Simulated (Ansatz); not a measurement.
# TiSe: what the fields show

Input file:

```
crystal:
  lattice:
    - [0.0, 3.10300365, 3.10300365]
    - [3.10300365, 0.0, 3.10300365]
    - [3.10300365, 3.10300365, 0.0]
  atoms:
    - { symbol: Ti, position: [0.0, 0.0, 0.0] }
    - { symbol: Se, position: [0.25, 0.25, 0.25] }
hamiltonian:
  xc: r2scan
  pseudopotentials: { kind: paw }
kpoints:
  mp_grid: { grid: [8, 8, 8] }
scf:
  occupations: { method: fermi_dirac, width: 0.05 }
output:
  forces: true
  stress: true
  eigenvalues: true
  write_density: true
  write_potential: true
  elf: true
  volumetric_format: npy
relax:
  f_tol: 0.01
  max_steps: 40
  cell: { stress_tol: 0.05, p_target: 5.0 }
```

Command:

```sh
ansatz run input.yaml --threads 2 --pin off --max-ram 5632MiB --backend cpu --events-out ev --progress --plain --runs-dir out
```

Below, planes, directions and counts refer to the conventional cell (a = 5.62 Å, b = 5.62 Å, c = 5.62 Å, α = 90.00°, β = 90.00°, γ = 90.00°).

The fields are those of the run's last geometry, not of the input's.

Space group F-43m; a generated structure, not necessarily the stable one; built by placing these elements on a known structure type; computed pressure about 5 GPa in this cell.

These are results of Kohn-Sham DFT of a periodic cell, r2SCAN, Ansatz PAW in Ansatz, not measurements.

Core electrons are frozen (PAW), and the valence fields are smoothed inside the atomic spheres.

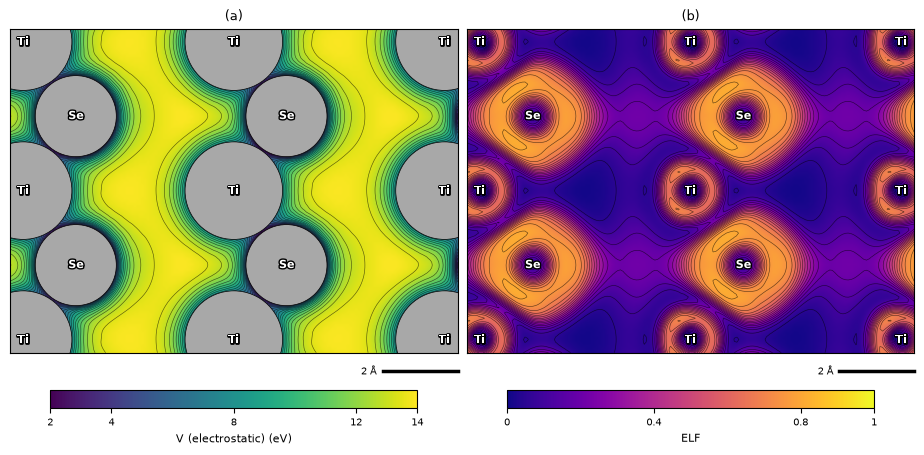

Figure 1. (a) electrostatic potential (local pseudopotential plus Hartree) felt by an electron; (b) ELF on the (110) plane of the conventional cell. Grey discs cover the atomic cores in the potential map.

**Interpret the plot.**

- The section cuts through Ti and Se sites.
- Ti–Se (2.43 Å): the ELF is about 0.50 at the midpoint.
- The features right at Ti lie inside the PAW spheres, where the map follows smoothed inner orbitals and isn't to be read closely.
- Outside the cores the potential energy rises away from the atoms and is highest about 2.4 Å from the nearest atoms; its zero is arbitrary.

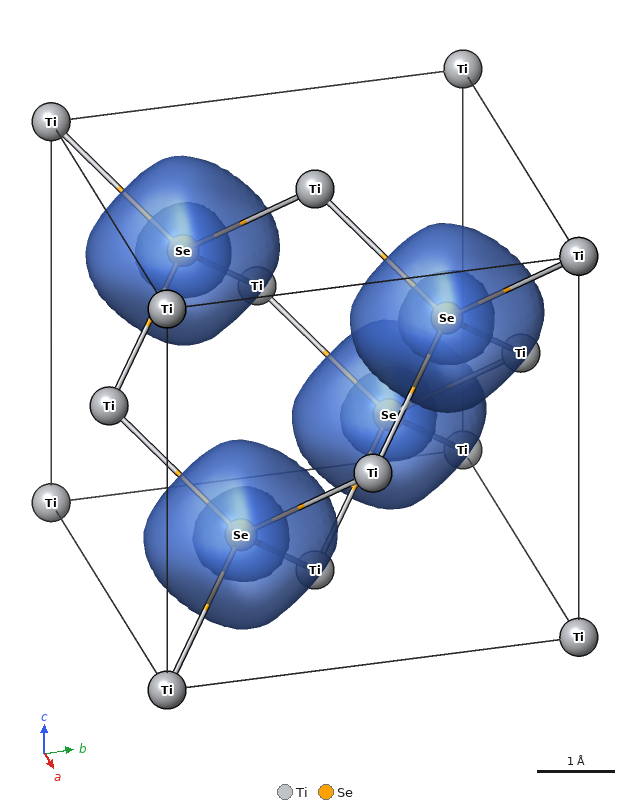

Figure 2. Isosurface of the ELF at 0.7 (blue), seen at an oblique angle. Only the valence region is drawn (cores and ρ < 0.01 e/Å³ removed). Sticks mark near contacts.

**Where are the electrons localised?**

At this value the surface marks out four regions wrapped around Se (the valence shell of each), counted in one cell of 8 atoms. Any copies at cell faces, edges or corners count once.

**Does the calculation make it a metal, or give it a gap?**

It is metallic or semimetallic at this level of theory: no gap opens; semilocal functionals without U, or without the true magnetic order, often close the gap of such compounds.
